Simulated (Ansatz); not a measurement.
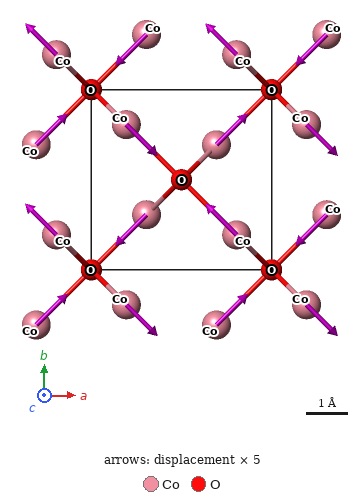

This is a relaxation of a crystal of Co2O (built on the rutile_136 type) (coarse preliminary run). The starting structure is drawn; purple arrows show the displacements (the part carried along by the change of the cell is left out), magnified 5 times.

The picture is a ball-and-stick view of the cell of the calculation, seen along the c axis.

Case: anti-rutile type (P4_2/mnm, No. 136).

Level of theory: Ansatz, DFT PBE, scalar-relativistic, plane waves, PAW. Settings: plane-wave cutoff 420 eV; k-point mesh 4 × 4 × 6; occupations gaussian; smearing width 0.1 eV; collinear spin; cell and atoms relaxed; force threshold 0.04 eV/Å; at most 70 steps.

**Which element moves most?**

Cobalt: up to 0.22 Å, against 0.00 Å for oxygen.

**Describe the change and its energy.**

The energy falls by 182 meV per atom in 9 accepted moves (12 points after the start). Largest force component: 1.1 eV/Å at the start, 0.00045 eV/Å at the end. Pressure: 21.66 GPa at the start and 0.03 GPa at the end. The SCF was repeated 3 times at an unchanged geometry on a basis and grid sized afresh for the cell, which shifted the energy by 10.5 meV per atom at most. The largest moves relative to the cell, 0.22 Å, are those of Co atoms. O stays in place. Cell: a = b 4.500 → 4.872 Å (+8.3 %), c 2.898 → 2.672 Å (−7.8 %). Volume +8.0 %. Among the contacts that change: Co–Co 2.469 → 3.117 Å, Co–O 1.904 → 2.053 Å, Co–O 1.947 → 1.886 Å. Among the angles between lasting bonds that change: Co–O–Co 99.1° → 81.2°, Co–O–Co 80.9° → 98.8°, O–Co–O 99.1° → 81.2°. The space group stays P4_2/mnm (No. 136). Cost: 76 s on 1 thread of Intel(R) Xeon(R) 6975P-C (Granite Rapids), with other jobs on the host, peak memory 0.46 GiB.
